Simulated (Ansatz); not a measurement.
Consider Cu16Cl (slab).

```
Cu Cl
1.0
     5.03937    0.00000    0.00000
    -2.51968    4.36422    0.00000
     0.00000    0.00000   25.17194
Cu Cl
16 1
Direct
  0.33333 0.16667 0.33768
  0.33333 0.66667 0.33768
  0.83333 0.16667 0.33768
  0.83333 0.66667 0.33768
  0.66667 0.33333 0.41941
  0.66667 0.83333 0.41941
  0.16667 0.33333 0.41941
  0.16667 0.83333 0.41941
  0.00083 0.49917 0.50033
  0.00083 0.00166 0.50033
  0.49834 0.49917 0.50033
  0.50000 0.00000 0.50303
  0.33522 0.67043 0.58360
  0.33522 0.16478 0.58360
  0.83333 0.66667 0.57914
  0.82957 0.16478 0.58360
  0.16667 0.33333 0.65829
```

Computed without spin polarisation.

These are results of DFT PBE+D3(BJ), scalar-relativistic, plane waves, PAW in Ansatz 0.2.0, not measurements.

What will maps of the valence pseudo-density and electron localisation function show?

Cu–Cl (2.39 Å): the density is about 0.43 e/Å³ at the midpoint; the ELF peaks at about 0.85 in the valence shell of Cl, 0.7 Å from its nucleus, and is about 0.35 at the midpoint.

Does the calculation make it a metal, or give it a gap?

It is gapless in this calculation (a metal or semimetal).

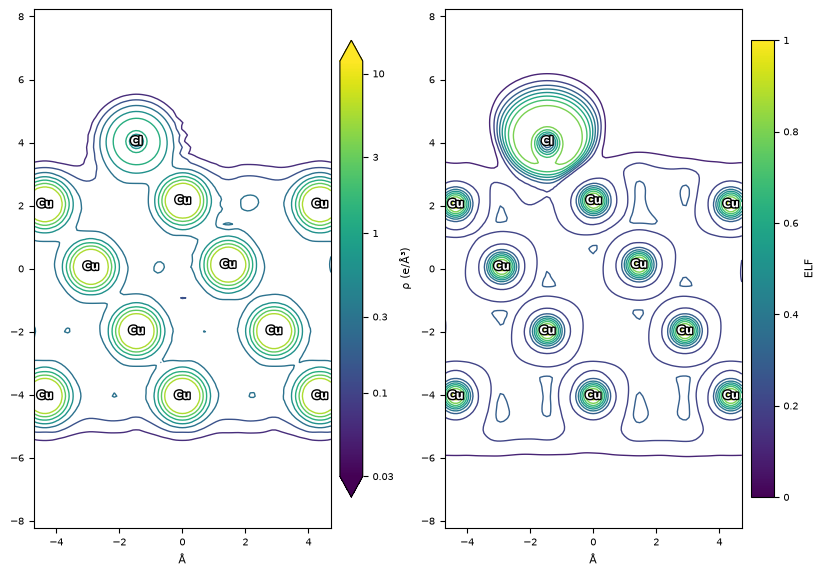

Computed valence pseudo-density and electron localisation function on the (110) plane of the calculation cell, a cut from vacuum to vacuum, in this order. 

The density is the valence pseudo-density of a PAW calculation; it isn't the true density close to the nuclei.
